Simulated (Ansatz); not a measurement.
# Geometry relaxation of Ge (part 1 of 3)

- system: Ge (interface cell, 24 atoms in the cell)
- method: DFT PBEsol, scalar-relativistic, plane waves, PAW, no spin polarisation (Ansatz 0.2.0)

The structure derives from an entry of the Crystallography Open Database. It belongs to a series of runs on one base structure; here: symmetric tilt boundary Sigma 3 (1 1 1), mirror between the next planes, shift [0, 0].

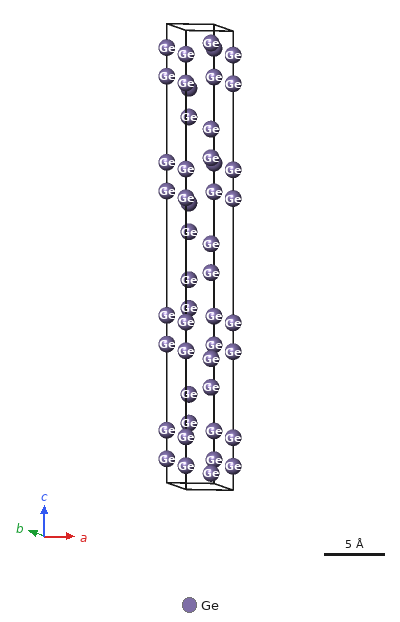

*The starting structure (spheres-only view of the cell of the calculation, seen slightly off an axis).*

Input file
```yaml
crystal:
  lattice:
    - [4.0133717218, 0.0, 0.0]
    - [-2.0066858609, 3.4756818659, 0.0]
    - [0.0, 0.0, 39.3228514658]
  atoms:
    - { symbol: Ge, position: [0.3333333333, 0.6666666667, 0.1353333333] }
    - { symbol: Ge, position: [0.6666666667, 0.3333333333, 0.0311666667] }
    - { symbol: Ge, position: [0.0, 0.0, 0.1145] }
    - { symbol: Ge, position: [0.0, 0.0, 0.052] }
    - { symbol: Ge, position: [0.6666666667, 0.3333333333, 0.2186666667] }
    - { symbol: Ge, position: [0.3333333333, 0.6666666667, 0.1978333333] }
    - { symbol: Ge, position: [0.3333333333, 0.6666666667, 0.3853333333] }
    - { symbol: Ge, position: [0.6666666667, 0.3333333333, 0.2811666667] }
    - { symbol: Ge, position: [1.0, 0.0, 0.3645] }
    - { symbol: Ge, position: [0.0, 0.0, 0.302] }
    - { symbol: Ge, position: [0.6666666667, 0.3333333333, 0.4686666667] }
    - { symbol: Ge, position: [0.3333333333, 0.6666666667, 0.4478333333] }
    - { symbol: Ge, position: [0.3333333333, 0.6666666667, 0.8646666667] }
    - { symbol: Ge, position: [0.6666666667, 0.3333333333, 0.9688333333] }
    - { symbol: Ge, position: [0.0, 0.0, 0.8855] }
    - { symbol: Ge, position: [0.0, 0.0, 0.948] }
    - { symbol: Ge, position: [0.6666666667, 0.3333333333, 0.7813333333] }
    - { symbol: Ge, position: [0.3333333333, 0.6666666667, 0.8021666667] }
    - { symbol: Ge, position: [0.3333333333, 0.6666666667, 0.6146666667] }
    - { symbol: Ge, position: [0.6666666667, 0.3333333333, 0.7188333333] }
    - { symbol: Ge, position: [1.0, 0.0, 0.6355] }
    - { symbol: Ge, position: [0.0, 0.0, 0.698] }
    - { symbol: Ge, position: [0.6666666667, 0.3333333333, 0.5313333333] }
    - { symbol: Ge, position: [0.3333333333, 0.6666666667, 0.5521666667] }
basis:
  ecutwfc: 420
kpoints:
  mp_grid: { grid: [12, 12, 1] }
hamiltonian:
  xc: pbesol
scf:
  occupations: { method: gaussian, width: 0.1 }
output:
  forces: true
  stress: true
  eigenvalues: true
  populations: true
  write_density: true
  write_potential: true
  elf: true
  volumetric_format: npy
relax:
  adjacent_minimum: "off"
  f_tol: 0.02
  max_steps: 60
  cell: { fix: [a, b, alpha, beta, gamma], stress_tol: 0.1 }
```

Hardware: 2 threads of Intel Xeon Gold (Sapphire Rapids), 64 GiB of memory available, shared host.

Run as:
```bash
ansatz run input.yaml --threads 2 --pin off --max-ram 5120MiB --backend cpu --events-out ev --progress --plain --runs-dir out
```

Log
```
Engine: ansatz 0.2.0, x86_64-unknown-linux-gnu
Pseudopotentials: kind: paw
Pseudopotential: Ge, paw, valence charge 14, recommended cutoff 420 eV (normal), Ge.paw.azcp
Functional definition: PBEsol
  exchange = pbesol_x
  correlation = pbesol_c
Crystal: 24 atoms, lattice volume = 548.522 Å³
Basis set: ecut = 420 eV, 10787 PW (Γ), exchange–correlation on 54×54×540 points (8 copies of the dense FFT grid, shifted against one another)
Bands: 202, of which v1, the nominal top of the filled ones, is band 168 counted from 1 (167 counted from 0)
Symmetry: 12 space group operations
Space group: P-6m2 (ITA 187), of the structure as read, at distance tolerance 8.2e-5 Å
k-points: 19 of 144 (time reversal used)
Non-local potential: Ge, projectors of the file, l = 0: 2, l = 1: 2, l = 2: 3, l = 3: 1
PAW form: soft (Blöchl's): semilocal exchange-correlation on the pseudo side does not see the compensation charge
PAW frozen core: Ge, regenerated for the run's functional, and the local potential with it (the file was generated under x = pbe(κ = 0.804, μ = 0.2195149727645171), c = pbe(β = 0.06672455060314922))
PAW one-centre angular grid: Ge, 590 points (default); XC on 64 Gauss nodes
Initial density: superposition of atomic densities (neutral atoms: chi_scale 0, normalization atom), corrected by the library's trained network
Initial wavefunctions: pseudopotential atomic-orbital guess
Functional: x = pbesol(κ = 0.804, μ = 0.12345679012345678), c = pbesol(β = 0.046)
SCF iter   1: F=—  HF=-102083.886408 eV  |F-HF|=—  |Δ(HF+E_count)|=         —  Δρ=2.53e-3  dr2=4.43e-2  ethr=1.77e-3  ⟨swp⟩=5.9  Hψ=13432  notcnv=0  defer=20
preconditioner: auto → LDOS  [metal: Δε(μ)=0.061 eV  Ē_g=22.359 eV  σ=0.100 eV  W_gap=0.32  n_scr=156 (ndim 8)  ℏωp=29.1 eV  f_vac=0.077  D(μ)=0.60/eV (n_scr^D=4)  β→1.0]
SCF iter   2: F=—  HF=-102083.869307 eV  |F-HF|=—  |Δ(HF+E_count)|=   1.71e-2  Δρ=7.77e-4  dr2=1.45e-2  ethr=1.32e-5  ⟨swp⟩=2.0  Hψ=7620  notcnv=0  defer=31
SCF iter   3: F=—  HF=-102083.869599 eV  |F-HF|=—  |Δ(HF+E_count)|=   2.92e-4  Δρ=7.04e-4  dr2=3.08e-2  ethr=4.33e-6  ⟨swp⟩=2.0  Hψ=6543  notcnv=0  defer=31
SCF iter   4: F=—  HF=-102083.866241 eV  |F-HF|=—  |Δ(HF+E_count)|=   3.36e-3  Δρ=3.53e-4  dr2=3.11e-3  ethr=4.33e-6  ⟨swp⟩=2.0  Hψ=3908  notcnv=0  defer=31
SCF iter   5: F=—  HF=-102083.865597 eV  |F-HF|=—  |Δ(HF+E_count)|=   6.45e-4  Δρ=8.56e-5  dr2=3.61e-4  ethr=9.25e-7  ⟨swp⟩=3.0  Hψ=6647  notcnv=0  defer=31
SCF iter   6: F=—  HF=-102083.865569 eV  |F-HF|=—  |Δ(HF+E_count)|=   2.79e-5  Δρ=2.90e-5  dr2=3.81e-5  ethr=1.07e-7  ⟨swp⟩=2.0  Hψ=3864  notcnv=0  defer=31
SCF iter   7: F=—  HF=-102083.865203 eV  |F-HF|=—  |Δ(HF+E_count)|=   3.66e-4  Δρ=5.97e-6  dr2=7.35e-7  ethr=1.13e-8  ⟨swp⟩=2.0  Hψ=4316  notcnv=0  defer=30
SCF iter   8: F=—  HF=-102083.865203 eV  |F-HF|=—  |Δ(HF+E_count)|=   1.21e-7  Δρ=3.25e-6  dr2=2.06e-7  ethr=2.19e-10  ⟨swp⟩=3.0  Hψ=6836  notcnv=0  defer=30
SCF iter   9: F=-102083.865203 eV  HF=-102083.865203 eV  |F-HF|=2.60e-9  |Δ(HF+E_count)|=   3.44e-8  Δρ=1.13e-6  dr2=7.15e-9  ethr=2.98e-11  ⟨swp⟩=11.6  Hψ=25307  notcnv=0
SCF 1 converged in 9 iterations: F = -102083.865203 eV  dr2 = 7.15e-9
  greatest PAW one-centre occupation: 0.998 electrons in one spin orbital (limit 2), on the Ge atom at site 13 (counted from 0), in its partial waves of l = 2
relax step   1: F+E_penalty+E_count = -102083.86520326 eV  Δ(F+E_penalty+E_count) = +0.000e0 eV  max|allowed force component| = 1.612e-1 eV/Å  Δτ_max = 0.0000 Å  P = -0.043 GPa  Ω = 548.522 Å³  fix = [a, b, alpha, beta, gamma]  reactions: a -0.114, b -0.114 GPa  (9 SCF iters, dr2 threshold 1.00e-7 eV, accepted)
Crystal: 24 atoms, lattice volume = 548.823 Å³
Initial density: handed on by an earlier stage of this run
Initial wavefunctions: those handed on with the density
iter 1 solved again at ethr=4.81e-7 eV; its pass at ethr=3.10e-3 eV (dr2=1.62e-3 eV) is discarded
SCF iter   1: F=—  HF=-102083.868886 eV  |F-HF|=—  |Δ(HF+E_count)|=         —  Δρ=7.14e-4  dr2=1.69e-3  ethr=4.81e-7  ⟨swp⟩=2.0  Hψ=12940  notcnv=0
preconditioner: auto → LDOS  [metal: Δε(μ)=0.050 eV  Ē_g=22.410 eV  σ=0.100 eV  W_gap=0.27  n_scr=156 (ndim 8)  ℏωp=29.1 eV  f_vac=0.059  D(μ)=0.58/eV (n_scr^D=4)  β→1.0]
SCF iter   2: F=—  HF=-102083.869390 eV  |F-HF|=—  |Δ(HF+E_count)|=   5.04e-4  Δρ=3.25e-4  dr2=4.39e-3  ethr=4.81e-7  ⟨swp⟩=2.2  Hψ=6892  notcnv=0  recentre
SCF iter   3: F=—  HF=-102083.868785 eV  |F-HF|=—  |Δ(HF+E_count)|=   6.05e-4  Δρ=2.68e-4  dr2=1.18e-3  ethr=4.81e-7  ⟨swp⟩=2.1  Hψ=6659  notcnv=0
SCF iter   4: F=—  HF=-102083.868220 eV  |F-HF|=—  |Δ(HF+E_count)|=   5.65e-4  Δρ=3.35e-5  dr2=3.60e-5  ethr=3.51e-7  ⟨swp⟩=2.0  Hψ=4323  notcnv=0
SCF iter   5: F=—  HF=-102083.868218 eV  |F-HF|=—  |Δ(HF+E_count)|=   2.37e-6  Δρ=1.32e-5  dr2=6.40e-6  ethr=1.07e-8  ⟨swp⟩=2.0  Hψ=4336  notcnv=0
SCF iter   6: F=-102083.868217 eV  HF=-102083.868217 eV  |F-HF|=1.31e-7  |Δ(HF+E_count)|=   8.00e-7  Δρ=4.98e-6  dr2=2.14e-7  ethr=4.83e-10  ⟨swp⟩=10.3  Hψ=24439  notcnv=0
SCF 2 converged in 6 iterations: F = -102083.868217 eV  dr2 = 2.14e-7
  greatest PAW one-centre occupation: 0.998 electrons in one spin orbital (limit 2), on the Ge atom at site 22 (counted from 0), in its partial waves of l = 2
relax step   2: F+E_penalty+E_count = -102083.86821691 eV  Δ(F+E_penalty+E_count) = -3.014e-3 eV  max|allowed force component| = 2.538e-2 eV/Å  Δτ_max = 0.0165 Å  P = -0.081 GPa  Ω = 548.823 Å³  energy of the carried Pulay correction = -4.330e-5 eV  fix = [a, b, alpha, beta, gamma]  reactions: a -0.119, b -0.119 GPa  (6 SCF iters, dr2 threshold 1.62e-6 eV, accepted)
Crystal: 24 atoms, lattice volume = 548.787 Å³
iter 1 solved again at ethr=1.84e-8 eV; its pass at ethr=3.10e-3 eV (dr2=6.19e-5 eV) is discarded
SCF iter   1: F=—  HF=-102083.868736 eV  |F-HF|=—  |Δ(HF+E_count)|=         —  Δρ=1.16e-4  dr2=6.26e-5  ethr=1.84e-8  ⟨swp⟩=2.1  Hψ=12044  notcnv=0
preconditioner: auto → LDOS  [metal: Δε(μ)=0.050 eV  Ē_g=22.411 eV  σ=0.100 eV  W_gap=0.27  n_scr=156 (ndim 8)  ℏωp=29.1 eV  f_vac=0.059  D(μ)=0.58/eV (n_scr^D=4)  β→1.0]
SCF iter   2: F=—  HF=-102083.868331 eV  |F-HF|=—  |Δ(HF+E_count)|=   4.06e-4  Δρ=3.43e-5  dr2=7.95e-5  ethr=1.84e-8  ⟨swp⟩=2.0  Hψ=4688  notcnv=0
SCF iter   3: F=—  HF=-102083.868329 eV  |F-HF|=—  |Δ(HF+E_count)|=   1.98e-6  Δρ=3.48e-5  dr2=7.85e-5  ethr=1.84e-8  ⟨swp⟩=2.1  Hψ=4418  notcnv=0
SCF iter   4: F=—  HF=-102083.868317 eV  |F-HF|=—  |Δ(HF+E_count)|=   1.15e-5  Δρ=1.24e-5  dr2=7.10e-6  ethr=1.84e-8  ⟨swp⟩=2.0  Hψ=4211  notcnv=0
SCF iter   5: F=—  HF=-102083.868366 eV  |F-HF|=—  |Δ(HF+E_count)|=   4.89e-5  Δρ=3.66e-6  dr2=6.90e-7  ethr=2.11e-9  ⟨swp⟩=2.0  Hψ=4189  notcnv=0
SCF iter   6: F=-102083.868366 eV  HF=-102083.868366 eV  |F-HF|=1.83e-8  |Δ(HF+E_count)|=   1.21e-7  Δρ=7.28e-7  dr2=1.95e-8  ethr=1.20e-11  ⟨swp⟩=7.1  Hψ=22703  notcnv=0
SCF 3 converged in 6 iterations: F = -102083.868366 eV  dr2 = 1.95e-8
relax step   3: F+E_penalty+E_count = -102083.86836585 eV  Δ(F+E_penalty+E_count) = -1.489e-4 eV  max|allowed force component| = 9.780e-4 eV/Å  Δτ_max = 0.0031 Å  P = -0.076 GPa  Ω = 548.787 Å³  energy of the carried Pulay correction = -3.813e-5 eV  fix = [a, b, alpha, beta, gamma]  reactions: a -0.113, b -0.113 GPa  (6 SCF iters, dr2 threshold 4.03e-8 eV, accepted)
Initial wavefunctions: pseudopotential atomic-orbital guess (no wavefunctions were taken with the density)
iter 1 solved again at ethr=3.07e-7 eV; its pass at ethr=3.10e-3 eV (dr2=1.03e-3 eV) is discarded
SCF iter   1: F=—  HF=-102083.863087 eV  |F-HF|=—  |Δ(HF+E_count)|=         —  Δρ=3.46e-4  dr2=1.43e-5  ethr=3.07e-7  ⟨swp⟩=2.1  Hψ=21376  notcnv=0
SCF iter   2: F=—  HF=-102083.868374 eV  |F-HF|=—  |Δ(HF+E_count)|=   5.29e-3  Δρ=9.85e-6  dr2=1.46e-6  ethr=4.27e-9  ⟨swp⟩=2.2  Hψ=4765  notcnv=0
SCF iter   3: F=—  HF=-102083.868375 eV  |F-HF|=—  |Δ(HF+E_count)|=   5.47e-7  Δρ=5.39e-6  dr2=2.54e-6  ethr=4.34e-10  ⟨swp⟩=3.0  Hψ=6931  notcnv=0
SCF iter   4: F=—  HF=-102083.868375 eV  |F-HF|=—  |Δ(HF+E_count)|=   1.91e-7  Δρ=3.49e-6  dr2=9.37e-7  ethr=4.34e-10  ⟨swp⟩=2.0  Hψ=4333  notcnv=0
SCF iter   5: F=—  HF=-102083.868375 eV  |F-HF|=—  |Δ(HF+E_count)|=   2.46e-8  Δρ=2.12e-6  dr2=2.82e-7  ethr=2.79e-10  ⟨swp⟩=1.1  Hψ=3844  notcnv=0
SCF iter   6: F=—  HF=-102083.868375 eV  |F-HF|=—  |Δ(HF+E_count)|=   1.30e-8  Δρ=6.28e-7  dr2=3.01e-8  ethr=8.40e-11  ⟨swp⟩=1.5  Hψ=3915  notcnv=0
SCF iter   7: F=—  HF=-102083.868375 eV  |F-HF|=—  |Δ(HF+E_count)|=   1.64e-9  Δρ=1.69e-7  dr2=2.35e-9  ethr=8.95e-12  ⟨swp⟩=2.0  Hψ=4052  notcnv=0
SCF iter   8: F=-102083.868375 eV  HF=-102083.868375 eV  |F-HF|=5.82e-11  |Δ(HF+E_count)|=  1.31e-10  Δρ=4.99e-8  dr2=1.69e-11  ethr=1.00e-12  ⟨swp⟩=6.4  Hψ=15157  notcnv=0
SCF 4 converged in 8 iterations: F = -102083.868375 eV  dr2 = 1.69e-11
relax step   4: F+E_penalty+E_count = -102083.86837454 eV  Δ(F+E_penalty+E_count) = -8.688e-6 eV  max|allowed force component| = 9.650e-4 eV/Å  Δτ_max = 0.0000 Å  P = -0.076 GPa  Ω = 548.787 Å³  fix = [a, b, alpha, beta, gamma]  reactions: a -0.113, b -0.113 GPa  stress off target by 2.76e-3 GPa on what of the cell is left free  SCF on the basis re-selected at this cell (its energy is not comparable with the rows above)  (8 SCF iters)
```

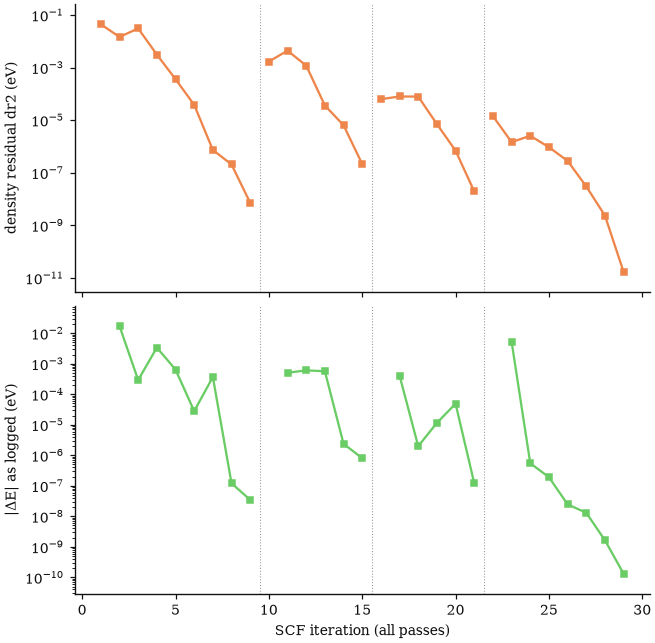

*Convergence of the self-consistent field: density residual dr2 and size of the energy change against the SCF iteration. The dotted lines part the SCF passes of the relaxation: geometry steps, rejected trials and re-solves on a re-selected basis.*

The passes take 9, 6, 6 and 8 iterations.

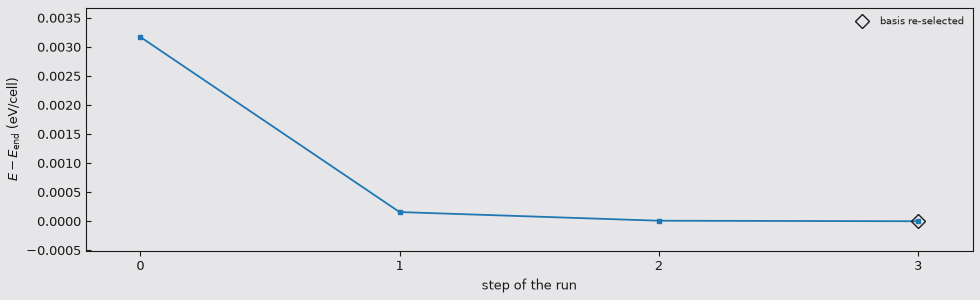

*Progress of the relaxation, step by step (the first geometry is step 0 here and step 1 in the log).*

The largest moves relative to the cell, 0.013 Å, are those of Ge4 and Ge16. Distances before and after: Ge2–Ge14 2.451 → 2.476 Å, Ge11–Ge23 2.464 → 2.476 Å. The energy falls by 3.2 meV per cell of the calculation in 2 geometry steps. Largest force component: 0.16 eV/Å at the start, 0.00097 eV/Å at the end. Pressure: −0.04 GPa at the start and −0.08 GPa at the end. A last SCF at the same geometry on a re-selected plane-wave basis shifts the energy by next to nothing (0.0 meV per cell of the calculation). (Atoms are counted from 1 in the order of the input.)

```
basis re-selected at this cell: Δ(F+E_penalty+E_count) = -8.688e-6 eV, ΔP = +0.000 GPa vs the last step (what re-selecting the basis moved, of the pressure what is left beyond the Pulay correction that the steps carried, after the strain that the cell walked since its last selection, with what the two solves' SCF thresholds leave and, on support functions, any second-order correction that the steps lacked; it is no measure of the basis error at this ecutwfc). This SCF's stress stands 2.76e-3 GPa from its target on what of the cell is left free (relax.cell.stress_tol is 1.00e-1 GPa) and its largest allowed force component is 9.65e-4 eV/Å (relax.f_tol is 2.00e-2 eV/Å): within both
SCF converged after 8 iterations
Free energy (F): -102083.868375 eV
Harris-Foulkes:  -102083.868375 eV  (|F-HF|=5.82e-11)
Internal energy: -102083.865457 eV  (E = F + TS)
E sigma→0 (E₀):  -102083.866916 eV
Entropy (-TS):   -0.002917 eV (-0.122 meV/atom)
Fermi energy:    8.329434 eV
--- Per-component energies (eV) ---
  E_band       = -3668.739655
  E_kinetic    = 2675.571064
  E_local      = -59518.368836  (includes V_loc(G=0)·N_el)
  E_nonlocal   = 10083.016694
  E_hartree    = 26081.244548
  E_xc         = -1798.511958
  E_vxc        = -1552.614368  (∫ρ·V_xc dr)
  E_paw        = -47498.612547  (= ΣΔE_a)
  E_vpaw       = -7518.842724  (= ΣTr[D̂ρ^β])
  E_aug_tail   = 0.008803  (compensation charges beyond the density's cutoff)
  E_ewald      = -32130.243694
  E_core_change = 22.030469  (= ΣΔE_core)
  E_smearing   = -0.002917  (= −TS)
  E_closure    = 0.000000  (closes the sum)
  Σ components = -102083.868375   (vs F -102083.868375, Δ=0.00e0)
```
